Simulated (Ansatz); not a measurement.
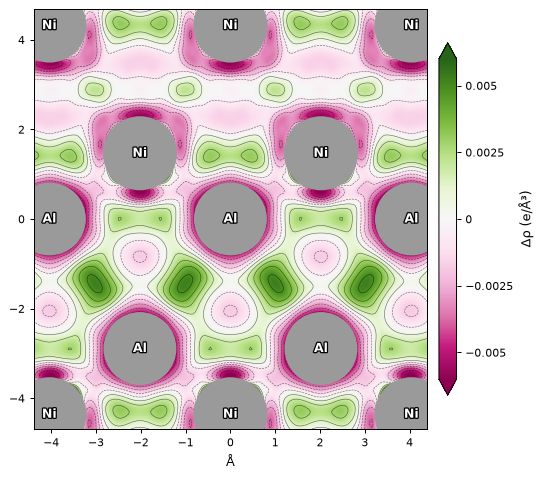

AlNi$_{3}$: difference of two self-consistent densities at the same geometry, ρ(r2SCAN) − ρ(PBE), on the (110) plane of the conventional cell. Grey discs cover the cores, where the PAW densities can't be compared. Cores are masked to 0.8 Å (Al) and 0.8 Å (Ni).

Space group P6_3/mmc; spin-polarised. r2SCAN tends to overestimate the moments of metals. The cell comes from a database of computed structures, not from a measurement.

Both runs: Ansatz, scalar-relativistic, plane waves and PAW, same cutoff, k-points and PAW files (made with PBE).

> How does the change of level move the electrons?

Against PBE, and outside the masked cores, the largest gain, 0.005 e/Å³, lies 1.8 Å from an aluminium nucleus and 1.8 Å from a nickel one, and the largest loss lies at the edge of the masked core of Ni. Bader charges are Al +1.92 and Ni −0.64 e with PBE and Al +2.04 and Ni −0.68 e with r2SCAN. Among metals such charges hang on how the charge between the atoms is shared out. At this volume the pressure is 7 GPa with PBE and 0 GPa with r2SCAN. The integrated |spin density| goes from 1.3 to 2.3 μB in the cell of the calculation, and part of the map comes from this change.

Run times: 3.2 min (r2SCAN) and 110 s (base cell), on 2 threads of Arm Neoverse V1, on a shared host.
